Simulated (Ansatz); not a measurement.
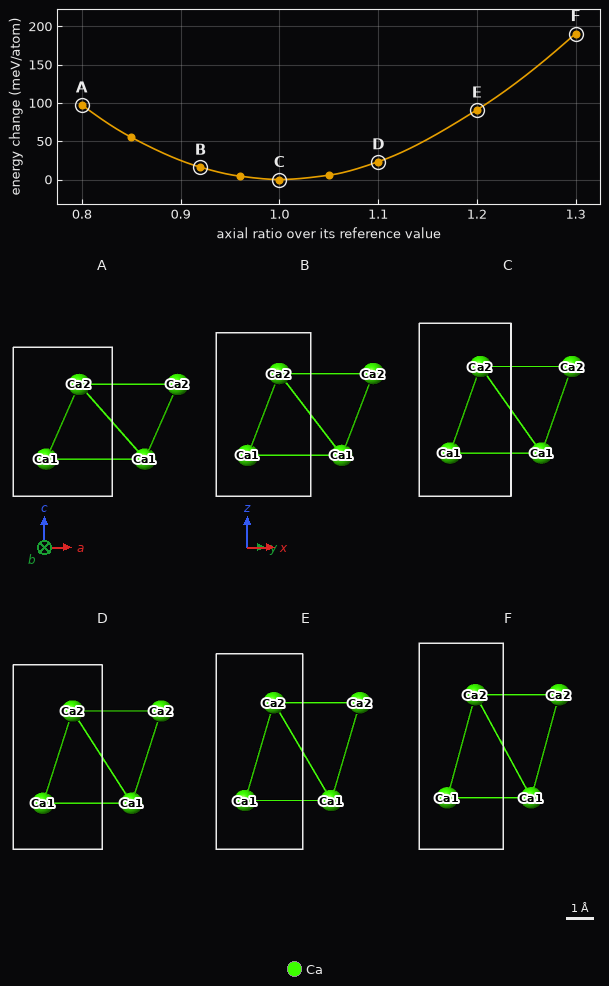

Crystalline Ca (P6_3/mmc): the ratio of the cell's length along z to its lengths across, counted as 1 for the reference, is changed at fixed volume (a c/a path), with the atoms kept at their fractional coordinates. x, y and z are the Cartesian axes of the input. The lettered frames are marked on the plot. Style: ball-and-stick. Shown: the cell of the calculation, repeated 2 × 1 × 1 with one cell outlined, along the b axis.

Level of theory: DFT PBEsol, scalar-relativistic, plane waves, PAW in Ansatz 0.2.0. (plane-wave cutoff 420 eV; k-point mesh 15 × 15 × 8; occupations gaussian; smearing width 0.15 eV; no spin polarisation). Energies (free energies at the smearing named) are counted from the cell as listed in its source, which wasn't relaxed.

What does the scan show?

The lowest computed point lies at the relative ratio 1.00 (0.0 meV/atom). The end points stand at 97.4 meV/atom (0.80) and 190.6 meV/atom (1.30). The unrelaxed reference is under a pressure of −1.4 GPa. The distortion keeps the space group P6_3/mmc. At the relative ratio 1.30 the cell of the drawing goes a 3.980 → 3.647 Å, b 3.980 → 3.647 Å, c 6.520 → 7.766 Å.
